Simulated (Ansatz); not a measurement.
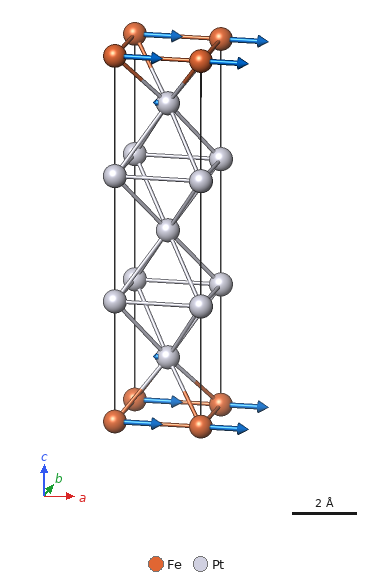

One vibrational mode of crystalline FePt$_{5}$ (a generated structure) at the zone centre. Displacements are drawn as blue arrows; their common scale and sign are arbitrary. A ball-and-stick model of the cell of the calculation, seen slightly off an axis.

The calculation used DFT PBE, scalar-relativistic, plane waves, PAW (Ansatz).

Input
```yaml
crystal:
  lattice:
    - [2.7669050267, 0.0, 0.0]
    - [0.0, 2.7669050267, 0.0]
    - [0.0, 0.0, 11.8477796897]
  atoms:
    - { symbol: Fe, position: [0.0, 0.0, 0.0], spin: 3.34 }
    - { symbol: Pt, position: [0.0, 0.0, 0.3286584039] }
    - { symbol: Pt, position: [0.0, 0.0, 0.6713415961] }
    - { symbol: Pt, position: [0.5, 0.5, 0.5] }
    - { symbol: Pt, position: [0.5, 0.5, 0.1526054351], spin: 0.32 }
    - { symbol: Pt, position: [0.5, 0.5, 0.8473945649], spin: 0.32 }
basis:
  ecutwfc: 420
kpoints:
  mp_grid: { grid: [14, 14, 4] }
hamiltonian:
  xc: pbe
scf:
  occupations: { method: gaussian, width: 0.2 }
output:
  eigenvalues: true
  populations: true
magnetization:
  spin_polarized: true
phonons:
  method: dfpt
  eigenvectors: true
```

Command:
```bash
ansatz run input.yaml --threads 4 --pin off --max-ram 8192MiB --backend cpu --events-out ev --progress --plain --runs-dir out
```

The frequencies depend somewhat on the k-mesh and the smearing.

Q: Give the symmetry, activity and frequency of this mode.

A: This is the E_u mode (doubly degenerate; one member of the set is drawn) at 169 cm⁻¹, optical level 8 of 10, counted from below, infrared-active by symmetry. The Pt (2g) and Pt (1d) atoms hardly move; the Fe sublattice moves against the Pt (2h) sublattice, along a; the kinetic energy is shared as Fe 87 %, Pt 13 %. The crystal is a metal, so free carriers screen the infrared response.
